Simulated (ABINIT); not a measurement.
# TiB2: geometry relaxation (part 2 of 3)

TiB2 (P6/mmm, 3 atoms in the cell); Kohn-Sham DFT of a periodic cell, LDA, HGH LDA, no spin polarisation (ABINIT 10.8.3); cutoff 1034.03 eV, 8×8×6 k-mesh, fermi-dirac of 0.05 eV. The structure derives from an entry of the Crystallography Open Database.

Geometry of the input (Å; fractional positions):
```
3.0292  0.0000  0.0000
-1.5146  2.6234  0.0000
0.0000  0.0000  3.2284
Ti 0.0000  0.0000  0.0000
B  0.6667  0.3333  0.5000
B  0.3333  0.6667  0.5000
```

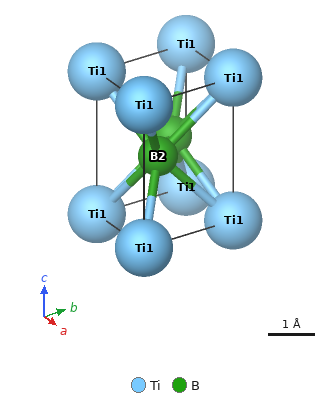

**Figure 1.** The starting structure (ball-and-stick view of the cell of the calculation, seen slightly off an axis; atoms are numbered from 1 in the order of the input). An atom can appear more than once, as a periodic image.

The program's output, continued
```
--- !ResultsGS
iteration_state: {dtset: 1, itime: 2, icycle: 1, }
comment   : Summary of ground state results
lattice_vectors:
- [  5.6417232,   0.0000000,   0.0000000, ]
- [ -2.8208616,   4.8858756,   0.0000000, ]
- [  0.0000000,   0.0000000,   5.9955564, ]
lattice_lengths: [   5.64172,    5.64172,    5.99556, ]
lattice_angles: [ 90.000,  90.000, 120.000, ] # degrees, (23, 13, 12)
lattice_volume:   1.6526606E+02
convergence: {deltae: -8.171E-14, res2:  2.143E-13, residm:  8.374E-05, diffor: null, }
etotal    :  -9.38369409E+00
entropy   :   0.00000000E+00
fermie    :   3.68574167E-01
cartesian_stress_tensor: # hartree/bohr^3
- [  1.00593673E-04,   0.00000000E+00,   0.00000000E+00, ]
- [  0.00000000E+00,   1.00593672E-04,   0.00000000E+00, ]
- [  0.00000000E+00,   0.00000000E+00,   2.59307832E-04, ]
pressure_GPa:  -4.5161E+00
xred      :
- [ -3.6521E-30,  -1.8261E-30,   0.0000E+00, Ti]
- [  6.6667E-01,   3.3333E-01,   5.0000E-01,  B]
- [  3.3333E-01,   6.6667E-01,   5.0000E-01,  B]
cartesian_forces: # hartree/bohr
- [ -3.18182364E-29,   5.51108021E-29,  -0.00000000E+00, ]
- [  1.59091182E-29,  -2.75554010E-29,  -0.00000000E+00, ]
- [  1.59091182E-29,  -2.75554010E-29,  -0.00000000E+00, ]
force_length_stats: {min:   3.18182364E-29, max:   6.36364728E-29, mean:   4.24243152E-29, }
...

 Integrated electronic density in atomic spheres:
 ------------------------------------------------
 Atom  Sphere_radius  Integrated_density
    1        2.00000          1.92623911
    2        2.00000          2.90077554
    3        2.00000          2.90077554

---OUTPUT-----------------------------------------------------------------------

 Cartesian coordinates (xcart) [bohr]
 -1.54531144843685E-29 -8.92185980720793E-30  0.00000000000000E+00
  2.82086158513801E+00  1.62862519555537E+00  2.99777819747812E+00
 -5.48482059220091E-16  3.25725039111074E+00  2.99777819747812E+00
 Reduced coordinates (xred)
 -3.65210273949536E-30 -1.82605136969846E-30  0.00000000000000E+00
  6.66666666666667E-01  3.33333333333333E-01  5.00000000000000E-01
  3.33333333333333E-01  6.66666666666667E-01  5.00000000000000E-01
 Cartesian forces (fcart) [Ha/bohr]; max,rms= 5.51108E-29 2.59795E-29 (free atoms)
 -3.18182364014935E-29  5.51108020536339E-29 -0.00000000000000E+00
  1.59091182007467E-29 -2.75554010268169E-29 -0.00000000000000E+00
  1.59091182007467E-29 -2.75554010268169E-29 -0.00000000000000E+00
 Gradient of E wrt nuclear positions in reduced coordinates (gred)
  1.79509681543626E-28 -3.59019363087252E-28 -0.00000000000000E+00
 -8.97548407718129E-29  1.79509681543626E-28 -0.00000000000000E+00
 -8.97548407718129E-29  1.79509681543626E-28 -0.00000000000000E+00
 Scale of Primitive Cell (acell) [bohr]
  5.64172317027603E+00  5.64172317035206E+00  5.99555639495624E+00
 Real space primitive translations (rprimd) [bohr]
  5.64172317027603E+00  0.00000000000000E+00  0.00000000000000E+00
 -2.82086158513802E+00  4.88587558666612E+00  0.00000000000000E+00
  0.00000000000000E+00  0.00000000000000E+00  5.99555639495624E+00
 Unitary Cell Volume (ucvol) [Bohr^3]=  1.65266058130805E+02
 Angles (23,13,12)= [degrees]
  9.00000000000000E+01  9.00000000000000E+01  1.19999999999554E+02
 Lengths [Bohr]
  5.64172317027603E+00  5.64172317035206E+00  5.99555639495624E+00
 Stress tensor in cartesian coordinates (strten) [Ha/bohr^3]
  1.00593672556580E-04  0.00000000000000E+00  0.00000000000000E+00
  0.00000000000000E+00  1.00593672395341E-04  0.00000000000000E+00
  0.00000000000000E+00  0.00000000000000E+00  2.59307831769580E-04
 Total energy (etotal) [Ha]= -9.38369408519482E+00

 Difference of energy with previous step (new-old):
           Absolute (Ha)=-2.71338E-03
           Relative     =-2.89200E-04

--- Iteration: ( 3/50) Internal Cycle: (1/1)
--------------------------------------------------------------------------------

---SELF-CONSISTENT-FIELD CONVERGENCE--------------------------------------------

--- !BeginCycle
iteration_state: {dtset: 1, itime: 3, icycle: 1, }
solver: {iscf: 7, nstep: 80, nline: 4, wfoptalg: 0, }
tolerances: {tolvrs: 1.00E-12, }
...

     iter   Etot(hartree)      deltaE(h)  residm     vres2
 ETOT  1  -9.3838299452859    -9.384E+00 1.175E-01 1.591E+00
 ETOT  2  -9.3838666700611    -3.672E-05 2.347E-02 1.053E+00
 ETOT  3  -9.3840183718813    -1.517E-04 2.268E-02 9.384E-03
 ETOT  4  -9.3840196668761    -1.295E-06 2.145E-03 6.915E-06
 ETOT  5  -9.3840196686195    -1.743E-09 1.123E-03 1.311E-07
 ETOT  6  -9.3840196686453    -2.579E-11 1.523E-04 4.297E-09
 ETOT  7  -9.3840196686460    -6.715E-13 7.404E-05 5.869E-11
 ETOT  8  -9.3840196686461    -1.865E-13 4.346E-05 7.294E-14

 At SCF step    8       vres2   =  7.29E-14 < tolvrs=  1.00E-12 =>converged.

 Cartesian components of stress tensor (hartree/bohr^3)
  sigma(1 1)= -5.02654726E-05  sigma(3 2)=  0.00000000E+00
  sigma(2 2)= -5.02654727E-05  sigma(3 1)=  0.00000000E+00
  sigma(3 3)=  4.87139131E-05  sigma(2 1)=  0.00000000E+00

--- !ResultsGS
iteration_state: {dtset: 1, itime: 3, icycle: 1, }
comment   : Summary of ground state results
lattice_vectors:
- [  5.6161477,   0.0000000,   0.0000000, ]
- [ -2.8080739,   4.8637266,   0.0000000, ]
- [  0.0000000,   0.0000000,   5.9284762, ]
lattice_lengths: [   5.61615,    5.61615,    5.92848, ]
lattice_angles: [ 90.000,  90.000, 120.000, ] # degrees, (23, 13, 12)
lattice_volume:   1.6193874E+02
convergence: {deltae: -1.865E-13, res2:  7.294E-14, residm:  4.346E-05, diffor: null, }
etotal    :  -9.38401967E+00
entropy   :   0.00000000E+00
fermie    :   3.75715898E-01
cartesian_stress_tensor: # hartree/bohr^3
- [ -5.02654726E-05,   0.00000000E+00,   0.00000000E+00, ]
- [  0.00000000E+00,  -5.02654727E-05,   0.00000000E+00, ]
- [  0.00000000E+00,   0.00000000E+00,   4.87139131E-05, ]
pressure_GPa:   5.0817E-01
xred      :
- [ -3.7476E-30,   1.3684E-29,   0.0000E+00, Ti]
- [  6.6667E-01,   3.3333E-01,   5.0000E-01,  B]
- [  3.3333E-01,   6.6667E-01,   5.0000E-01,  B]
cartesian_forces: # hartree/bohr
- [ -0.00000000E+00,  -0.00000000E+00,  -0.00000000E+00, ]
- [  1.43834103E-28,   8.30426579E-29,  -0.00000000E+00, ]
- [ -1.43834103E-28,  -8.30426579E-29,  -0.00000000E+00, ]
force_length_stats: {min:   0.00000000E+00, max:   1.66085316E-28, mean:   1.10723544E-28, }
...

 Integrated electronic density in atomic spheres:
 ------------------------------------------------
 Atom  Sphere_radius  Integrated_density
    1        2.00000          1.94118866
    2        2.00000          2.92267746
    3        2.00000          2.92267746

---OUTPUT-----------------------------------------------------------------------

 Cartesian coordinates (xcart) [bohr]
 -5.94717421011379E-29  6.65539338550144E-29  0.00000000000000E+00
  2.80807385570229E+00  1.62124219652320E+00  2.96423810502952E+00
  4.41101283017335E-17  3.24248439304640E+00  2.96423810502952E+00
 Reduced coordinates (xred)
 -3.74755287014050E-30  1.36837325514434E-29  0.00000000000000E+00
  6.66666666666667E-01  3.33333333333333E-01  5.00000000000000E-01
  3.33333333333333E-01  6.66666666666667E-01  5.00000000000000E-01
 Cartesian forces (fcart) [Ha/bohr]; max,rms= 1.43834E-28 7.82934E-29 (free atoms)
 -0.00000000000000E+00 -0.00000000000000E+00 -0.00000000000000E+00
  1.43834102743763E-28  8.30426579362677E-29 -0.00000000000000E+00
 -1.43834102743763E-28 -8.30426579362677E-29 -0.00000000000000E+00
 Gradient of E wrt nuclear positions in reduced coordinates (gred)
  0.00000000000000E+00  0.00000000000000E+00  0.00000000000000E+00
 -8.07793566946316E-28  3.54182011231715E-44 -0.00000000000000E+00
  8.07793566946316E-28 -3.54182011231715E-44  0.00000000000000E+00
 Scale of Primitive Cell (acell) [bohr]
  5.61614771140458E+00  5.61614771148027E+00  5.92847621005904E+00
 Real space primitive translations (rprimd) [bohr]
  5.61614771140458E+00  0.00000000000000E+00  0.00000000000000E+00
 -2.80807385570229E+00  4.86372658956960E+00  0.00000000000000E+00
  0.00000000000000E+00  0.00000000000000E+00  5.92847621005904E+00
 Unitary Cell Volume (ucvol) [Bohr^3]=  1.61938740300259E+02
 Angles (23,13,12)= [degrees]
  9.00000000000000E+01  9.00000000000000E+01  1.19999999999554E+02
 Lengths [Bohr]
  5.61614771140458E+00  5.61614771148027E+00  5.92847621005904E+00
 Stress tensor in cartesian coordinates (strten) [Ha/bohr^3]
 -5.02654725659923E-05  0.00000000000000E+00  0.00000000000000E+00
  0.00000000000000E+00 -5.02654727283502E-05  0.00000000000000E+00
  0.00000000000000E+00  0.00000000000000E+00  4.87139131319691E-05
 Total energy (etotal) [Ha]= -9.38401966864614E+00

 Difference of energy with previous step (new-old):
           Absolute (Ha)=-3.25583E-04
           Relative     =-3.46961E-05

--- Iteration: ( 4/50) Internal Cycle: (1/1)
--------------------------------------------------------------------------------

---SELF-CONSISTENT-FIELD CONVERGENCE--------------------------------------------

--- !BeginCycle
iteration_state: {dtset: 1, itime: 4, icycle: 1, }
solver: {iscf: 7, nstep: 80, nline: 4, wfoptalg: 0, }
tolerances: {tolvrs: 1.00E-12, }
...

     iter   Etot(hartree)      deltaE(h)  residm     vres2
 ETOT  1  -9.3840355344770    -9.384E+00 4.895E-05 7.435E-02
 ETOT  2  -9.3840367769578    -1.242E-06 2.989E-05 5.677E-02
 ETOT  3  -9.3840449569440    -8.180E-06 9.925E-06 1.489E-04
 ETOT  4  -9.3840449799479    -2.300E-08 2.345E-05 1.308E-07
 ETOT  5  -9.3840449799945    -4.652E-11 7.406E-06 4.878E-10
 ETOT  6  -9.3840449799947    -1.901E-13 1.809E-05 8.636E-11
 ETOT  7  -9.3840449799947    -4.086E-14 6.926E-06 1.320E-13

 At SCF step    7       vres2   =  1.32E-13 < tolvrs=  1.00E-12 =>converged.

 Cartesian components of stress tensor (hartree/bohr^3)
  sigma(1 1)= -2.66192363E-05  sigma(3 2)=  0.00000000E+00
  sigma(2 2)= -2.66192365E-05  sigma(3 1)=  0.00000000E+00
  sigma(3 3)=  2.04326817E-05  sigma(2 1)=  0.00000000E+00

--- !ResultsGS
iteration_state: {dtset: 1, itime: 4, icycle: 1, }
comment   : Summary of ground state results
lattice_vectors:
- [  5.6224749,   0.0000000,   0.0000000, ]
- [ -2.8112375,   4.8692061,   0.0000000, ]
- [  0.0000000,   0.0000000,   5.9164812, ]
lattice_lengths: [   5.62247,    5.62247,    5.91648, ]
lattice_angles: [ 90.000,  90.000, 120.000, ] # degrees, (23, 13, 12)
lattice_volume:   1.6197544E+02
convergence: {deltae: -4.086E-14, res2:  1.320E-13, residm:  6.926E-06, diffor: null, }
etotal    :  -9.38404498E+00
entropy   :   0.00000000E+00
fermie    :   3.75097517E-01
cartesian_stress_tensor: # hartree/bohr^3
- [ -2.66192363E-05,   0.00000000E+00,   0.00000000E+00, ]
- [  0.00000000E+00,  -2.66192365E-05,   0.00000000E+00, ]
- [  0.00000000E+00,   0.00000000E+00,   2.04326817E-05, ]
pressure_GPa:   3.2173E-01
xred      :
- [ -3.8030E-30,   1.4107E-29,   0.0000E+00, Ti]
- [  6.6667E-01,   3.3333E-01,   5.0000E-01,  B]
- [  3.3333E-01,   6.6667E-01,   5.0000E-01,  B]
cartesian_forces: # hartree/bohr
- [ -1.59635823E-29,  -9.21657852E-30,  -0.00000000E+00, ]
- [  7.98179114E-29,   4.60828926E-29,  -0.00000000E+00, ]
- [ -6.38543291E-29,  -3.68663141E-29,  -0.00000000E+00, ]
force_length_stats: {min:   1.84331570E-29, max:   9.21657852E-29, mean:   6.14438568E-29, }
...

 Integrated electronic density in atomic spheres:
 ------------------------------------------------
 Atom  Sphere_radius  Integrated_density
    1        2.00000          1.94077154
    2        2.00000          2.91633067
    3        2.00000          2.91633067

---OUTPUT-----------------------------------------------------------------------

 Cartesian coordinates (xcart) [bohr]
 -6.10402566282378E-29  6.86894900623021E-29  0.00000000000000E+00
  2.81123745385191E+00  1.62306870076652E+00  2.95824061162961E+00
  4.39930516515211E-17  3.24613740153305E+00  2.95824061162961E+00
 Reduced coordinates (xred)
 -3.80301582523461E-30  1.41069177642454E-29  0.00000000000000E+00
  6.66666666666667E-01  3.33333333333333E-01  5.00000000000000E-01
  3.33333333333333E-01  6.66666666666667E-01  5.00000000000000E-01
 Cartesian forces (fcart) [Ha/bohr]; max,rms= 7.98179E-29 3.98202E-29 (free atoms)
 -1.59635822738546E-29 -9.21657852287507E-30 -0.00000000000000E+00
  7.98179113692729E-29  4.60828926143753E-29 -0.00000000000000E+00
 -6.38543290954183E-29 -3.68663140915003E-29 -0.00000000000000E+00
 Gradient of E wrt nuclear positions in reduced coordinates (gred)
  8.97548407718129E-29 -3.62039889373042E-46  0.00000000000000E+00
 -4.48774203859064E-28 -2.81669121679279E-44 -0.00000000000000E+00
  3.59019363087252E-28 -1.44815955749217E-45  0.00000000000000E+00
 Scale of Primitive Cell (acell) [bohr]
  5.62247490770382E+00  5.62247490777960E+00  5.91648122325922E+00
 Real space primitive translations (rprimd) [bohr]
  5.62247490770382E+00  0.00000000000000E+00  0.00000000000000E+00
 -2.81123745385191E+00  4.86920610229957E+00  0.00000000000000E+00
  0.00000000000000E+00  0.00000000000000E+00  5.91648122325922E+00
 Unitary Cell Volume (ucvol) [Bohr^3]=  1.61975442140671E+02
 Angles (23,13,12)= [degrees]
  9.00000000000000E+01  9.00000000000000E+01  1.19999999999554E+02
 Lengths [Bohr]
  5.62247490770382E+00  5.62247490777960E+00  5.91648122325922E+00
 Stress tensor in cartesian coordinates (strten) [Ha/bohr^3]
 -2.66192363195224E-05  0.00000000000000E+00  0.00000000000000E+00
  0.00000000000000E+00 -2.66192364826575E-05  0.00000000000000E+00
  0.00000000000000E+00  0.00000000000000E+00  2.04326817323059E-05
 Total energy (etotal) [Ha]= -9.38404497999469E+00

 Difference of energy with previous step (new-old):
           Absolute (Ha)=-2.53113E-05
           Relative     =-2.69728E-06

--- Iteration: ( 5/50) Internal Cycle: (1/1)
--------------------------------------------------------------------------------

---SELF-CONSISTENT-FIELD CONVERGENCE--------------------------------------------

--- !BeginCycle
iteration_state: {dtset: 1, itime: 5, icycle: 1, }
solver: {iscf: 7, nstep: 80, nline: 4, wfoptalg: 0, }
tolerances: {tolvrs: 1.00E-12, }
...

     iter   Etot(hartree)      deltaE(h)  residm     vres2
 ETOT  1  -9.3840421421764    -9.384E+00 1.462E-05 8.459E-02
 ETOT  2  -9.3840436368949    -1.495E-06 1.232E-05 6.353E-02
 ETOT  3  -9.3840528284018    -9.192E-06 1.795E-05 1.895E-04
 ETOT  4  -9.3840528571824    -2.878E-08 1.070E-05 1.744E-07
 ETOT  5  -9.3840528572393    -5.692E-11 1.468E-05 2.218E-10
 ETOT  6  -9.3840528572395    -1.652E-13 9.653E-06 1.089E-10
 ETOT  7  -9.3840528572396    -1.332E-13 1.229E-05 6.006E-13

 At SCF step    7       vres2   =  6.01E-13 < tolvrs=  1.00E-12 =>converged.

 Cartesian components of stress tensor (hartree/bohr^3)
  sigma(1 1)= -5.28132928E-07  sigma(3 2)=  0.00000000E+00
  sigma(2 2)= -5.28133092E-07  sigma(3 1)=  0.00000000E+00
  sigma(3 3)=  3.55092698E-07  sigma(2 1)=  0.00000000E+00
```
